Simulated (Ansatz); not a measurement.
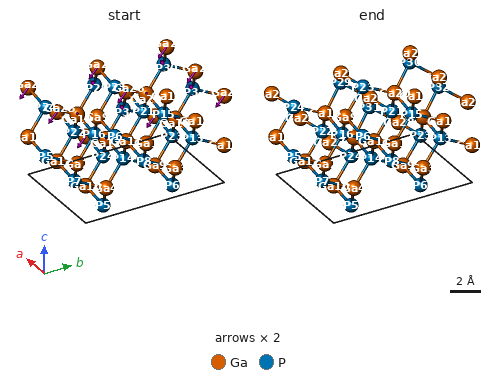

The structure of a slab of composition GaP (cut from the F-43m phase) before (left) and after (right) a constrained relaxation, at one scale. The purple arrows give the displacements, magnified 2 times.

A ball-and-stick model of the cell of the calculation, outlined in the plane, without the vacuum (origin shifted), seen from a free direction.

Case: clean slab, lower planes held. The slab is the (1 1 0) face of GaP. 16 atoms are held fixed.

Computed with Ansatz 0.2.0, DFT PBE+D3(BJ), scalar-relativistic, plane waves, PAW. Settings: plane-wave cutoff 420 eV; k-point mesh 2 × 2 × 1; occupations gaussian; smearing width 0.05 eV; no spin polarisation; dipole correction; atoms relaxed in a fixed cell; force threshold 0.03 eV/Å; at most 70 steps.

Summarise the run.

Answer. The energy falls by 2.263 eV per cell of the calculation in 5 accepted moves (6 points after the start). The largest force component goes from 1.3 to 0.0026 eV/Å. The line search rejected the trial step at point 3 of the run. The largest moves, 0.51 Å, are those of Ga25, Ga26, Ga27 and Ga28. Ga26 goes at 43° to the normal (−c side). Largest moves by element: Ga 0.51 Å, P 0.26 Å. The cell stays as it was. Some distances before and after: P13–Ga18 2.358 → 2.430 Å, P21–Ga26 2.358 → 2.316 Å, Ga25–P30 2.358 → 2.326 Å, Ga10–P24 2.358 → 2.384 Å. Bond angles that change, for instance: Ga18–P32–Ga25 109.5° → 92.1°, P22–Ga25–P30 109.5° → 122.8°, Ga10–P24–Ga27 109.5° → 96.2°.
